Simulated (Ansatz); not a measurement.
**Sn3Se: density, localisation and related maps**

```
CELL_PARAMETERS angstrom
2.90350 0.00000 -2.90350
-2.90350 2.90350 0.00000
11.61401 11.61401 11.61401
ATOMIC_POSITIONS crystal
Sn 0.00000 0.00000 0.25000
Sn 0.66667 0.33333 0.58333
Sn 0.33333 0.66667 0.91667
Sn 0.66667 0.33333 0.08333
Sn 0.33333 0.66667 0.41667
Sn 0.00000 0.00000 0.75000
Sn 0.33333 0.66667 0.16667
Sn 0.00000 0.00000 0.50000
Sn 0.66667 0.33333 0.83333
Se 0.00000 0.00000 0.00000
Se 0.66667 0.33333 0.33333
Se 0.33333 0.66667 0.66667
```

Space group R-3m; a structure from a database of computed crystals, not necessarily the ambient phase; computed pressure about 6 GPa in this cell.

Level of theory: Ansatz, DFT PBEsol, scalar-relativistic, plane waves, PAW.

In a PAW calculation such maps are meaningful between the atoms, not at the nuclei.

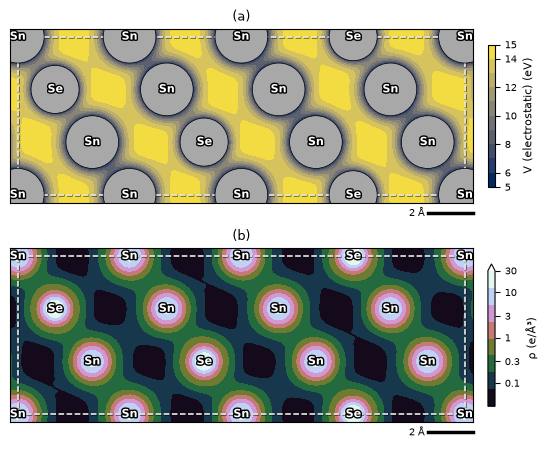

Figure 1. (a) electrostatic potential (local pseudopotential plus Hartree) felt by an electron; (b) valence pseudo-density on the (110) plane of the conventional cell. Grey discs cover the atomic cores in the potential map.

Read the bonding off the picture.

Atoms in the plane: Sn and Se. Sn–Sn (2.90 Å): ρ at the midpoint is about 0.29 e/Å³. Sn–Se (2.90 Å): ρ is about 0.27 e/Å³ halfway. Between the atoms the lowest density in this plane is 0.03 e/Å³. Outside the cores the potential energy rises away from the atoms and is highest about 2.4 Å from the nearest atoms; its zero is arbitrary.

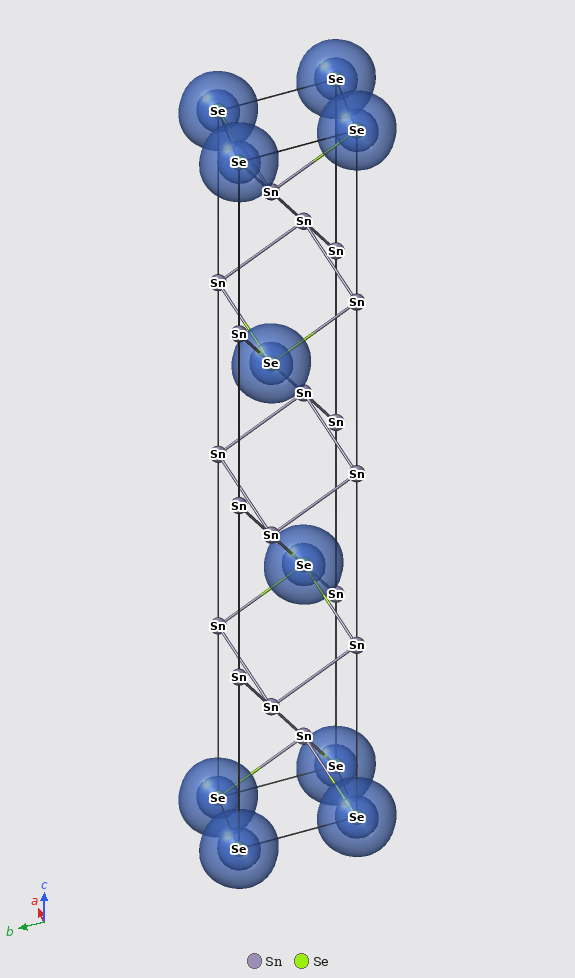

Figure 2. Isosurface of the ELF at 0.7 (blue), seen at an oblique angle. Core shells and regions of very low density are left out. Sticks mark near contacts.

Describe the localisation domains.

The ELF exceeds this value in three regions wrapped around Se (the valence shell of each), counted in one cell of 12 atoms. Any copies at cell faces, edges or corners count once. Along the contacts the grid gives the following. Sn–Sn (2.90 Å): the ELF reaches about 0.55 near the midpoint. Sn–Se (2.90 Å): the ELF is about 0.45 at the midpoint and 0.30 at its lowest between the atoms.

Does the calculation give a band gap?

It is gapless in this calculation (a metal or semimetal).
